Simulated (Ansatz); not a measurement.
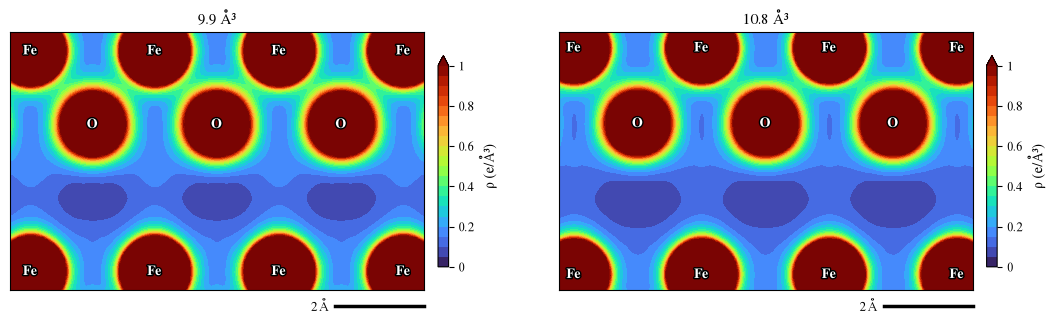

FeO. The valence charge density (pseudo) of cells scaled evenly to different volumes (given per atom above each panel), on the (110) plane of each (indices in the axes of the cell below), at one length scale and on one colour scale.

A generated structure, not necessarily the stable one; built by placing these elements on a known structure type; spin-polarised.

These are results of Kohn-Sham DFT of a periodic cell, PBE, Ansatz PAW (Ansatz 0.2.0), not measurements.

The density is the valence pseudo-density of a PAW calculation; it isn't the true density close to the nuclei.

The largest cell:

```
CELL_PARAMETERS angstrom
2.94111 0.00000 0.00000
-1.47055 2.54707 0.00000
0.00000 0.00000 2.87037
ATOMIC_POSITIONS crystal
Fe 0.00000 0.00000 0.00000
O 0.66667 0.33333 0.50000
```

| volume (Å³/atom) | Fe–O contact in the plane (Å) | ρ at its midpoint (e/Å³) | pressure (GPa) | largest moment (μB) | 
| --- | --- | --- | --- | --- |
| 9.92 | 2.165 | 0.404 | −3.8 | 3.45 | 
| 10.54 | 2.209 | ? | ? | ? | 
| 10.75 | 2.223 | 0.356 | −15.7 | 3.49 | 

### Estimate the missing row, and compare with the calculation.

Over the known rows ln ρ falls by 2.18 per Å of Fe–O distance (the line through the two), which gives 0.367 e/Å³ at 2.209 Å; the calculation gives 0.367 e/Å³. For the pressure, a straight line in volume between the neighbouring rows gives −12.7 GPa; the calculation gives −13.2, lower because pressure rises ever faster on compression. For the largest moment, a straight line in volume between the neighbouring rows gives 3.48 μB; the calculation gives 3.48.
